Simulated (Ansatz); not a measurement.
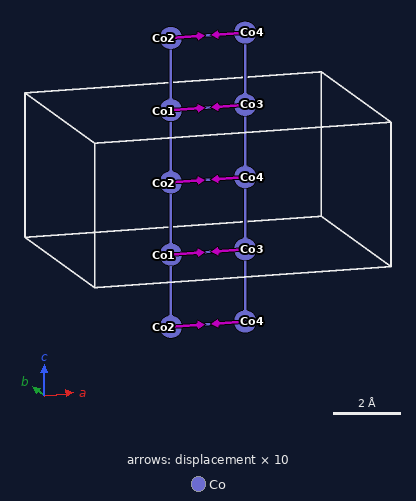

A relaxation of a wire of composition Co. The starting structure is drawn; purple arrows show the displacements (the part carried along by the change of the cell is left out), magnified 10 times.

The picture is a ball-and-stick view of the cell of the calculation, with the vacuum cut short, seen slightly off an axis.

Case: ladder chain of atoms.

These are results of DFT PBE, scalar-relativistic, plane waves, PAW (Ansatz), not measurements.

Input
```yaml
crystal:
  lattice:
    - [11.3, 0.0, 0.0]
    - [0.0, 9.3, 0.0]
    - [0.0, 0.0, 4.4595439202]
  atoms:
    - { symbol: Co, position: [0.3964044001, 0.5, 0.0], spin: 1.84 }
    - { symbol: Co, position: [0.3964044001, 0.5, 0.5], spin: 1.84 }
    - { symbol: Co, position: [0.6035955999, 0.5, 0.0], spin: 1.84 }
    - { symbol: Co, position: [0.6035955999, 0.5, 0.5], spin: 1.84 }
basis:
  ecutwfc: 420
kpoints:
  mp_grid: { grid: [1, 1, 15] }
hamiltonian:
  xc: pbe
scf:
  occupations: { method: gaussian, width: 0.05 }
output:
  forces: true
  stress: true
  eigenvalues: true
  populations: true
  write_density: true
  write_potential: true
  elf: true
  volumetric_format: npy
magnetization:
  spin_polarized: true
relax:
  adjacent_minimum: "off"
  f_tol: 0.01
  max_steps: 45
  cell: { fix: [a, b, alpha, beta, gamma], stress_tol: 0.03 }
```

Run as
```bash
ansatz run input.yaml --threads 2 --pin off --max-ram 5120MiB --backend cpu --events-out ev --progress --plain --runs-dir out
```

What happened in the run?

Answer. The largest moves relative to the layer's centre, 0.11 Å, are those of Co1, Co2, Co3 and Co4. Along the periodic axis the drawn cell goes c 4.460 → 4.533 Å (+1.6 %). Among the contacts that change: Co1–Co3 2.341 → 2.116 Å, Co1–Co2 2.230 → 2.266 Å. The energy falls by 0.330 eV per cell of the calculation in 4 accepted moves (5 points after the start). The largest force component goes from 1.2 to 0.0024 eV/Å. The SCF was repeated once at an unchanged geometry on a basis and grid sized afresh for the cell, which shifted the energy by 0.9 meV per cell of the calculation at most.

Limits of the set-up: the k-point mesh is coarse for a cell with partly filled bands.
